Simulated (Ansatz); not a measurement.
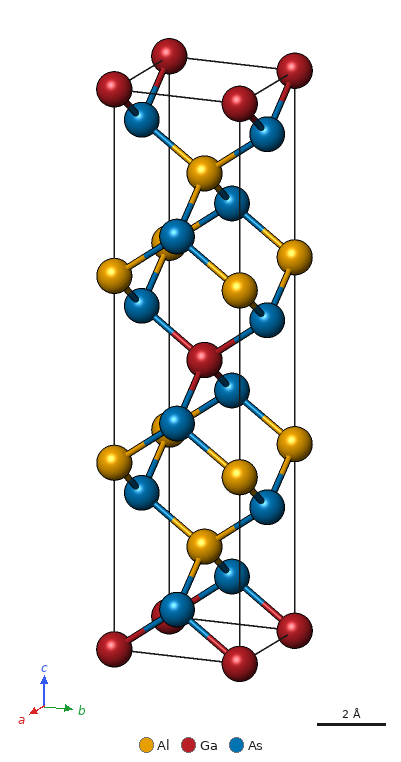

A ball-and-stick rendering, viewed slightly off an axis. The conventional unit cell is outlined; an atom on or near a face, edge or corner is repeated at each equivalent position. Cell: a = 4.06 Å, b = 4.06 Å, c = 17.20 Å, α = 90.00°, β = 90.00°, γ = 90.00°.

Provenance: a structure type filled with these elements by a generator (whether the compound takes this form wasn't checked). Earlier steps of the study may have refined or changed the cell and positions. A calculation with Ansatz used it as input.

What can be read from this drawing?

Answer. It has the composition Al₂GaAs₃. It is body-centred tetragonal, space group I-4m2 (No. 119). In the cell are 4 Al, 2 Ga, 6 As, which makes 2 formula units. The coordination shell of Al holds four As in a tetrahedral arrangement at about 2.5 Å. Around each Ga lie four As in a tetrahedral arrangement at about 2.5 Å. As takes two kinds of site: 4f with two Al and two Ga in a tetrahedral arrangement (about 2.5 Å to Al, 2.5 Å to Ga); 2d with four Al in a tetrahedral arrangement at about 2.5 Å. The bonds build a three-dimensional framework.

The calculation used DFT PBE, scalar-relativistic, plane waves, PAW in Ansatz, with a kinetic-energy cutoff of 420 eV, k-points about 0.22 Å⁻¹ apart, Gaussian smearing of 0.02 eV, no spin polarisation.

Metal or not?

Answer. A semiconductor at this level, with a gap of 1.11 eV, direct.

What are the atomic charges by Bader's partition?

Answer. Al +1.94 e; Ga +0.69 e; As -1.94 to -1.32 e.

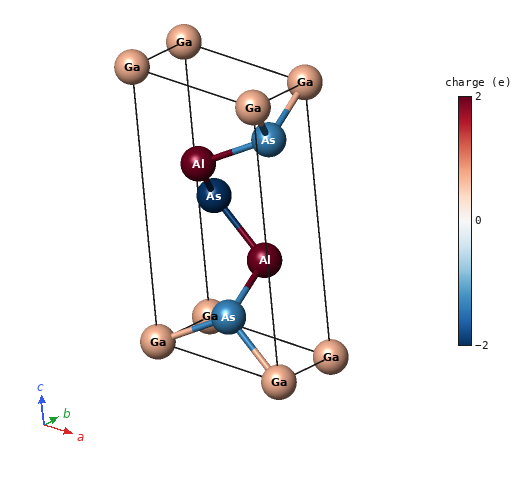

The atoms coloured by those charges. The run's cell of 6 atoms is drawn in a reduced setting, so axes and origin can differ from the first picture.

Has the structure come to rest?

Answer. Yes. All forces vanish to within 0.01 eV/Å. The pressure is 0.0 GPa, close to zero.
